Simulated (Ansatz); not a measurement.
System: PbSe.

The calculation's input:

```
crystal:
  lattice:
    - [0.0, 3.4487878618, 3.4487878618]
    - [3.4487878618, 0.0, 3.4487878618]
    - [3.4487878618, 3.4487878618, 0.0]
  atoms:
    - { symbol: Pb, position: [0.0, 0.0, 0.0] }
    - { symbol: Se, position: [0.25, 0.25, 0.25] }
kpoints:
  mp_grid: { grid: [6, 6, 6] }
hamiltonian:
  xc: pbesol
scf:
  occupations: { method: fermi_dirac, width: 0.02 }
relax:
  f_tol: 0.005
  cell: {}
output:
  write_density: true
  write_potential: true
  elf: true
  volumetric_format: npy
```

Run with:

```sh
ansatz run input.yaml --threads 2 --pin off --max-ram 2211MiB --backend cpu --events-out ev --progress --plain --runs-dir out
```

Below, planes, directions and counts refer to the conventional cell (a = 6.79 Å, b = 6.79 Å, c = 6.79 Å, α = 90.00°, β = 90.00°, γ = 90.00°).

The fields are those of the run's last geometry, not of the input's.

Space group F-43m; started from the zincblende prototype, which need not be the ambient phase.

All numbers below come from DFT, PBEsol, plane waves, PAW in Ansatz.

What will maps of the valence pseudo-density and electron localisation function show?

Answer. Pb–Se (2.94 Å): the density is about 0.27 e/Å³ at the midpoint; the ELF is about 0.35 at the midpoint.

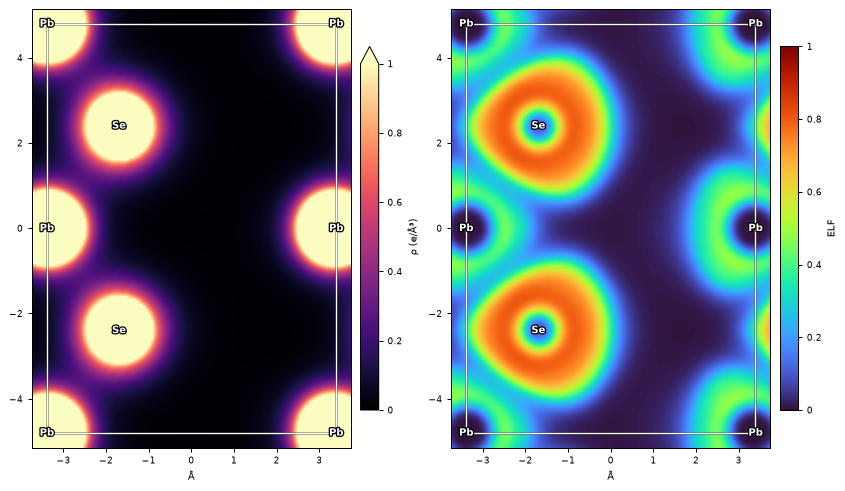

Computed valence pseudo-density and electron localisation function on the (110) plane of the conventional cell, in this order. 

The density is the valence pseudo-density of a PAW calculation; it isn't the true density close to the nuclei.
